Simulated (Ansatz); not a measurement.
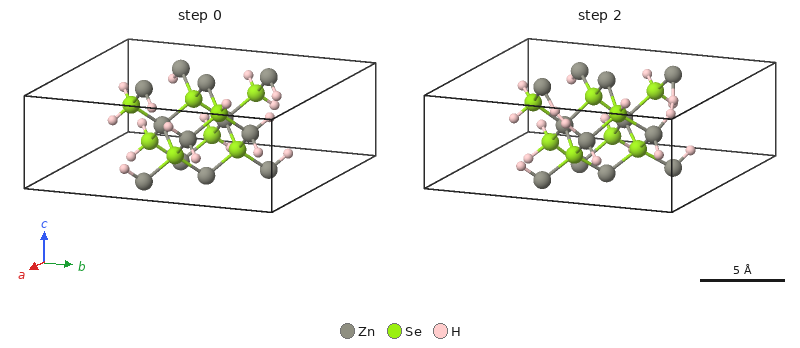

The structure of a wire of composition Zn$_{4}$H$_{9}$Se$_{4}$ before (left) and after (right) a relaxation, at one scale.

The picture is a ball-and-stick view of the cell of the calculation, with the vacuum cut short, seen slightly off an axis.

Case: wire along [0 0 1], 16 atoms a period, capped with H.

Method: DFT PBE, scalar-relativistic, plane waves, PAW in Ansatz. Settings: plane-wave cutoff 420 eV; k-point mesh 1 × 1 × 6; occupations gaussian; smearing width 0.05 eV; no spin polarisation; cell relaxed at fixed a, b, alpha, beta, gamma; force threshold 0.02 eV/Å; at most 45 steps.

> Summarise the run.

The run was cut off at its time limit before the relaxation converged, so the last structure is only a point on the way. The energy falls by 3.899 eV per cell of the calculation in 2 geometry steps. The largest force component goes from 1.8 to 0.94 eV/Å. The largest moves relative to the centre of the atoms, 0.35 Å, are those of H atoms. By element the largest moves are H 0.35 Å, Zn 0.33 Å, Se 0.19 Å. Along the periodic axis the drawn cell goes c 5.732 → 5.756 Å (+0.4 %). Near-neighbour distances that change, for instance: H–H 1.522 → 1.023 Å, H–Se 1.470 → 1.661 Å, H–Zn 1.550 → 1.733 Å, Se–Zn 2.482 → 2.612 Å. Bond angles that change, for instance: H–Zn–H 109.5° → 137.6°, H–Zn–H 109.5° → 128.4°, Se–Zn–H 109.5° → 92.1°.
